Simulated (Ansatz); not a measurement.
## Geometry relaxation, with input and output: Sn (part 2 of 2)

The same run, continued: Sn (2 atoms in the cell); DFT PBE, scalar-relativistic, plane waves, PAW, no spin polarisation (Ansatz 0.2.0); cutoff 420 eV, 12×12×12 k-mesh, Gaussian smearing of 0.1 eV. The structure derives from an entry of the Crystallography Open Database.

Geometry of the input (Å; fractional positions):
```
0.0000  3.2456  3.2456
3.2456  0.0000  3.2456
3.2456  3.2456  0.0000
Sn 0.5000  0.5000  0.5000
Sn 0.7500  0.7500  0.7500
```

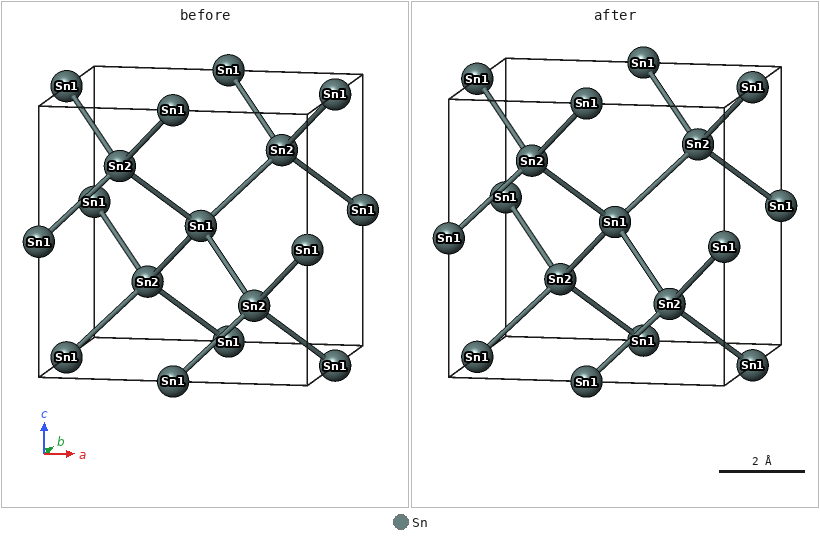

*Before (left) and after (right) the relaxation, at one scale (ball-and-stick view of the cell 4 times as large as that of the calculation, set on its symmetry axes, seen slightly off an axis).*

No atom moves by more than 0.005 Å relative to the cell. The drawn cell changes as follows: a = b = c 6.491 → 6.656 Å (+2.5 %); the volume changes by +7.8 %. Distances before and after: Sn1–Sn2 2.811 → 2.882 Å. The space group stays Fd-3m (No. 227). After 3 geometry steps the energy has fallen by 24.4 meV per atom. All forces vanish by symmetry, so only the cell relaxes. The pressure goes from 3.21 to −0.01 GPa. A last SCF at the same geometry on a re-selected plane-wave basis shifts the energy by −0.4 meV per atom. (Atoms are counted from 1 in the order of the input.)

```
basis re-selected at this cell: Δ(F+E_penalty+E_count) = -8.273e-4 eV, ΔP = -0.006 GPa vs the last step (what re-selecting the basis moved, of the pressure what is left beyond the Pulay correction that the steps carried, after the strain that the cell walked since its last selection, with what the two solves' SCF thresholds leave and, on support functions, any second-order correction that the steps lacked; it is no measure of the basis error at this ecutwfc). This SCF's stress stands 1.13e-2 GPa from its target on what of the cell is left free (relax.cell.stress_tol is 5.00e-2 GPa) and its largest allowed force component is 1.12e-17 eV/Å (relax.f_tol is 5.00e-3 eV/Å): within both
SCF converged after 6 iterations
Free energy (F): -12048.425381 eV
Harris-Foulkes:  -12048.425381 eV  (|F-HF|=1.82e-12)
Internal energy: -12048.424082 eV  (E = F + TS)
E sigma→0 (E₀):  -12048.424732 eV
Entropy (-TS):   -0.001298 eV (-0.649 meV/atom)
Fermi energy:    6.875257 eV
--- Per-component energies (eV) ---
  E_band       = -270.340242
  E_kinetic    = 372.984594
  E_local      = -2394.807969  (includes V_loc(G=0)·N_el)
  E_nonlocal   = -64.176447
  E_hartree    = 1360.324324
  E_xc         = -763.486305
  E_vxc        = -190.154387  (∫ρ·V_xc dr)
  E_paw        = -8275.210384  (= ΣΔE_a)
  E_vpaw       = -714.834500  (= ΣTr[D̂ρ^β])
  E_aug_tail   = -0.000001  (compensation charges beyond the density's cutoff)
  E_ewald      = -2284.051895
  E_smearing   = -0.001298  (= −TS)
  E_closure    = -0.000000  (closes the sum)
  Σ components = -12048.425381   (vs F -12048.425381, Δ=0.00e0)
--- Forces (eV/Å), atoms counted from 1 ---
  atom   1  Sn    -0.00000000    -0.00000000     0.00000000
  atom   2  Sn    -0.00000000     0.00000000    -0.00000000
  max |Σ_I F_I| component: 3.70e-17 eV/Å
--- Stress (GPa, compression-positive) ---
       -0.011256      -0.000000      -0.000000
        0.000000      -0.011256      -0.000000
       -0.000000      -0.000000      -0.011256
  P = ⅓ Tr σ = -0.0113 GPa (-0.113 kbar)
--- Band table (eV; the first three rows and the last of 72) ---
  k-point 0: bands = ["-14.6526", "-14.6526", "-14.6526", "-14.6030", "-14.6030", "-14.3504", "-14.3504", "-14.3504", "-14.3490", "-14.3490", "-3.2183", "5.7481", "6.9851", "6.9851", "6.9851", "9.0464", "9.0464", "9.0464"]
  k-point 1: bands = ["-14.6570", "-14.6570", "-14.6512", "-14.5970", "-14.5970", "-14.3642", "-14.3642", "-14.3522", "-14.3363", "-14.3363", "-3.1561", "5.1010", "6.8604", "6.8604", "7.2468", "9.2096", "9.2096", "9.2877"]
  k-point 2: bands = ["-14.6656", "-14.6656", "-14.6471", "-14.5842", "-14.5842", "-14.3781", "-14.3781", "-14.3570", "-14.3250", "-14.3250", "-2.9723", "4.0102", "6.5895", "6.5895", "7.2810", "9.5631", "9.5631", "10.0534"]
  k-point 71: bands = ["-14.7086", "-14.7086", "-14.5363", "-14.5363", "-14.4810", "-14.4810", "-14.4457", "-14.4457", "-14.2767", "-14.2767", "-0.3229", "-0.3229", "4.1641", "4.1641", "10.0999", "10.0999", "10.9067", "10.9067"]
--- Relaxed structure (4 steps of the walk, 4 accepted, 1 SCFs on fresh bases) ---
  F+E_penalty+E_count = -12048.42538082 eV   max|allowed force component| = 1.116e-17 eV/Å   (the final SCF, on the basis selected at the relaxed cell)
  cell:  # Å, volume = 73.7289 Å³
    - [6.426537977185992e-33, 3.328147780969809, 3.3281477809698097]
    - [3.328147780969809, 2.5413168007102457e-33, 3.3281477809698097]
    - [3.328147780969809, 3.328147780969809, -7.388289447698607e-34]
  atoms:
    - { symbol: Sn, position: [0.49999999999999994, 0.49999999999999994, 0.49999999999999983] }
    - { symbol: Sn, position: [0.75, 0.75, 0.7499999999999998] }
```

Trajectory as extended XYZ (Å, eV, eV/Å), 5 frames, from step=1 to step=5
```
2
Lattice="0.0000 3.2456 3.2456 3.2456 0.0000 3.2456 3.2456 3.2456 0.0000" Properties=species:S:1:pos:R:3:forces:R:3 step=1 energy=-12048.37583 pressure_GPa=3.21
Sn    3.2456    3.2456    3.2456    0.0000   0.0000   0.0000
Sn    4.8684    4.8684    4.8684    0.0000   0.0000   0.0000
2
Lattice="0.0000 3.3689 3.3689 3.3689 0.0000 3.3689 3.3689 3.3689 0.0000" Properties=species:S:1:pos:R:3:forces:R:3 step=2 energy=-12048.41349 pressure_GPa=-1.19
Sn    3.3689    3.3689    3.3689    0.0000   0.0000   0.0000
Sn    5.0534    5.0534    5.0534    0.0000   0.0000   0.0000
2
Lattice="0.0000 3.3336 3.3336 3.3336 0.0000 3.3336 3.3336 3.3336 0.0000" Properties=species:S:1:pos:R:3:forces:R:3 step=3 energy=-12048.42428 pressure_GPa=-0.18
Sn    3.3336    3.3336    3.3336    0.0000   0.0000   0.0000
Sn    5.0004    5.0004    5.0004    0.0000   0.0000   0.0000
2
Lattice="0.0000 3.3281 3.3281 3.3281 0.0000 3.3281 3.3281 3.3281 0.0000" Properties=species:S:1:pos:R:3:forces:R:3 step=4 energy=-12048.42455 pressure_GPa=-0.01
Sn    3.3281    3.3281    3.3281    0.0000   0.0000   0.0000
Sn    4.9922    4.9922    4.9922    0.0000   0.0000   0.0000
2
Lattice="0.0000 3.3281 3.3281 3.3281 0.0000 3.3281 3.3281 3.3281 0.0000" Properties=species:S:1:pos:R:3:forces:R:3 step=5 energy=-12048.42538 pressure_GPa=-0.01
Sn    3.3281    3.3281    3.3281    0.0000   0.0000   0.0000
Sn    4.9922    4.9922    4.9922    0.0000   0.0000   0.0000
```

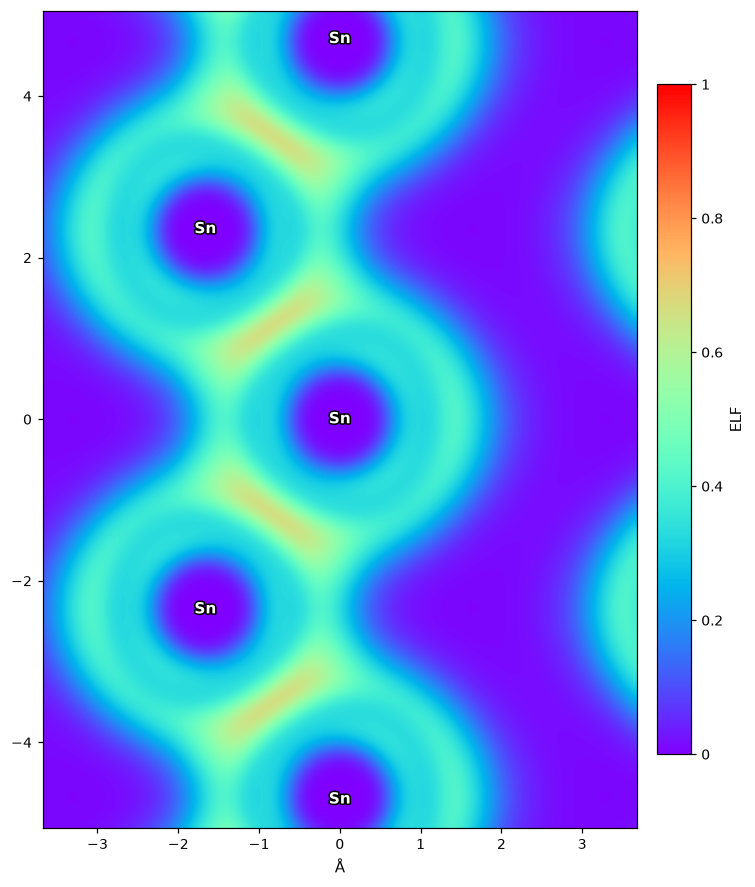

*Electron localisation function on the (011) plane of the conventional cell.*

The section cuts through Sn sites. Sn–Sn (2.88 Å): the ELF peaks at about 0.65 between the atoms. In a PAW calculation such maps are meaningful between the atoms, not at the nuclei.

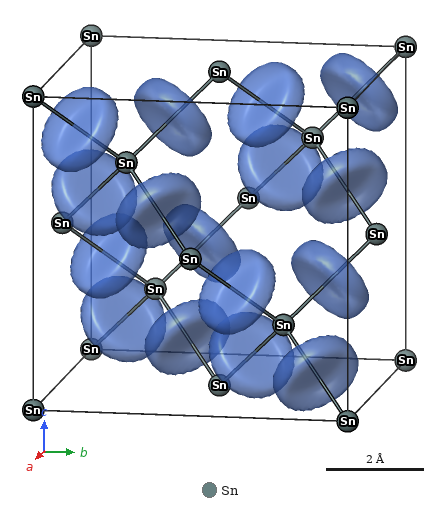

*Isosurface of the electron localisation function at 0.5 (blue), seen slightly off an axis. Core shells and regions of very low density are left out. Sticks mark near contacts. The outline is the cell set on symmetry axes.*

Profiles from the grid: Sn–Sn (2.88 Å): the ELF peaks at about 0.65 between the atoms.

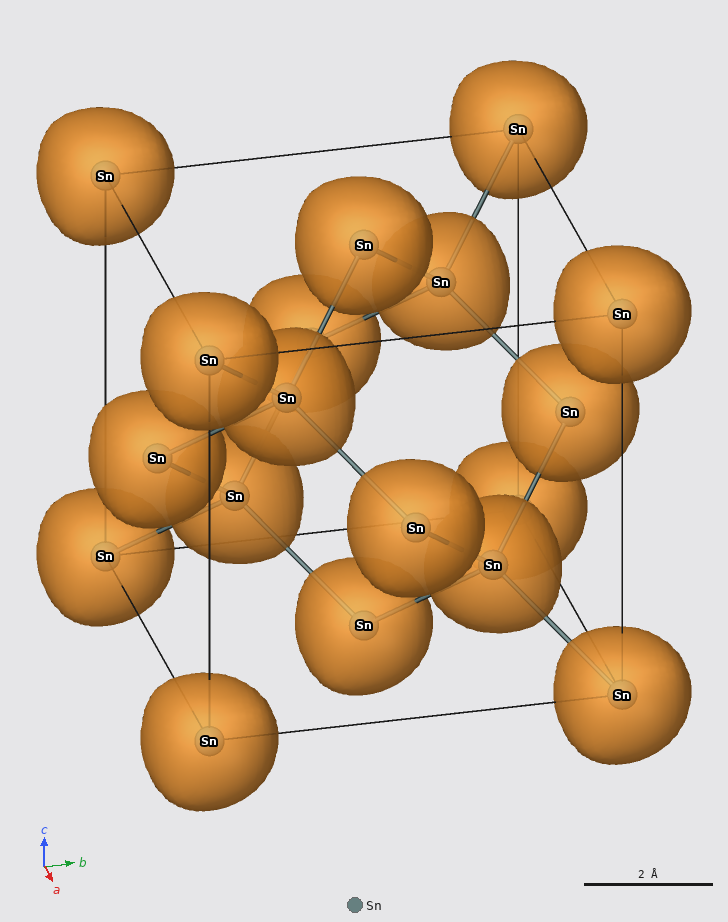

*Isosurface of the valence pseudo-density at 0.4 e/Å³ (orange), seen at an oblique angle. Sticks mark near contacts. The outline is the cell set on symmetry axes.*

At this value the density breaks into separate islands; it holds about 75 % of the electrons treated as valence (semicore included). It is pinched off along the Sn–Sn (2.88 Å) contacts. On the grid the lowest density along these lines, outside the cores, is 0.33 e/Å³ (Sn–Sn, 2.88 Å).

Results in brief

- outcome: converged
- space group (tolerance 0.01 Å): Fd-3m (227)
- electrons treated: 28
- free energy: −12048.4254 eV
- Fermi energy: 6.875 eV
- gap on the k-point mesh: none (metallic)
- pressure: −0.01 GPa
- final volume: 73.73 Å³
- largest force (length of the vector) at the end: under 0.001 eV/Å
- final cell: a = 4.707 Å, b = 4.707 Å, c = 4.707 Å, α = 60.00°, β = 60.00°, γ = 60.00°
- wall time: 31 s
- peak memory: 0.38 GiB
